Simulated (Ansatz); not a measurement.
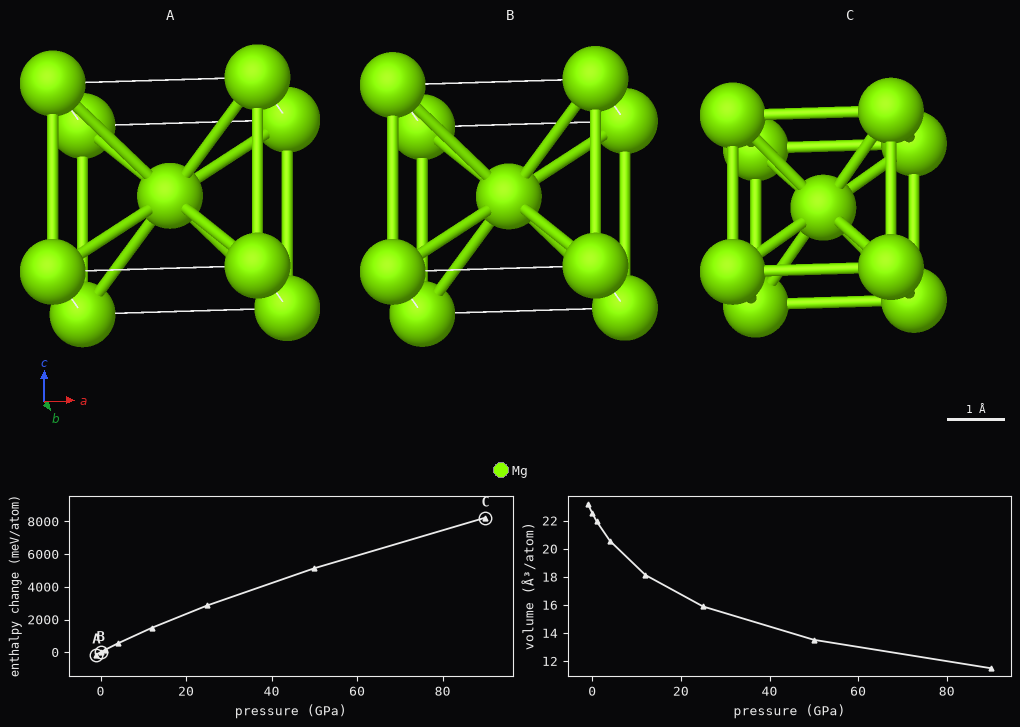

Members of a series of calculations on crystalline Mg (set up in I4/mmm), marked on the first curve. Style: ball-and-stick. Shown: the conventional cell (2 times the calculation's cell), from a free direction. Lengths and directions refer to the drawn axes.

Level of theory: DFT PBEsol, scalar-relativistic, plane waves, PAW (Ansatz 0.2.0). (plane-wave cutoff 420 eV; occupations gaussian; smearing width 0.1 eV; no spin polarisation) The k-mesh is chosen for each cell (16×16×16, 18×18×18, 20×20×20).

Question: Describe the series.

Answer: The structure is relaxed at several pressures. A (pressure −1.0 GPa): enthalpy change −143 meV/atom, volume 23.19 Å³ per atom. B (pressure 0.0 GPa): enthalpy change 0.0 meV/atom, volume 22.55 Å³ per atom. C (pressure 90.0 GPa): enthalpy change 8235 meV/atom, volume 11.49 Å³ per atom. The rest compares A with C. The drawn cell changes as follows: a = b 3.680 → 2.843 Å (−22.7 %), c 3.425 → 2.843 Å (−17.0 %); the volume changes by −50.5 %. Among the bonded contacts that change: Mg–Mg 3.680 → 2.843 Å, Mg–Mg 3.115 → 2.462 Å, Mg–Mg 3.425 → 2.843 Å.
